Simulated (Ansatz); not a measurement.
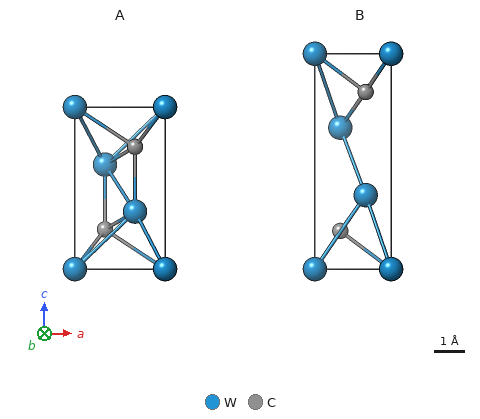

Two geometries of a crystal of W$_{3}$C$_{2}$ (built on the A-type sesquioxide_164 type) (coarse preliminary run), drawn at one scale. One is the start of a relaxation, the other its converged end. The picture is a ball-and-stick view of the cell of the calculation, seen along the b axis.

Method: DFT PBE, scalar-relativistic, plane waves, PAW in Ansatz 0.2.0. (plane-wave cutoff 420 eV; k-point mesh 6 × 6 × 4; occupations gaussian; smearing width 0.1 eV; no spin polarisation; cell and atoms relaxed; force threshold 0.04 eV/Å; at most 70 steps)

> Which one is relaxed?

Structure B is the relaxed one. Case: A-type sesquioxide type (P-3m1, No. 164). The largest moves relative to the cell, 0.50 Å, are those of C atoms. By element the largest moves are C 0.50 Å, W 0.09 Å. The drawn cell changes as follows: a = b 3.579 → 3.025 Å (−15.5 %), c 5.569 → 7.402 Å (+32.9 %); the volume changes by −5.1 %. Some distances before and after: C–W 2.227 → 3.546 Å, W–W 3.579 → 3.025 Å, C–W 2.476 → 2.185 Å, W–W 2.623 → 2.902 Å. Bonds break: C–W (2.23 → 3.55 Å). Among the angles between lasting bonds that change: W–C–W 112.3° → 90.2°, W–C–W 75.9° → 91.1°, W–C–W 163.1° → 178.2°. The space group stays P-3m1 (No. 164). After 15 accepted moves (18 points after the start) the energy has fallen by 568 meV per atom. Largest force component: 2.3 eV/Å at the start, 0.0013 eV/Å at the end. Pressure: −2.08 GPa at the start and 0.03 GPa at the end. The line search rejected the trial step at point 12 of the run. At 2 points the geometry stayed and the basis and grid were re-selected for the new cell (energy shift of 40.0 meV per atom at most each time). The run took of the order of 100 core-seconds on a shared host.
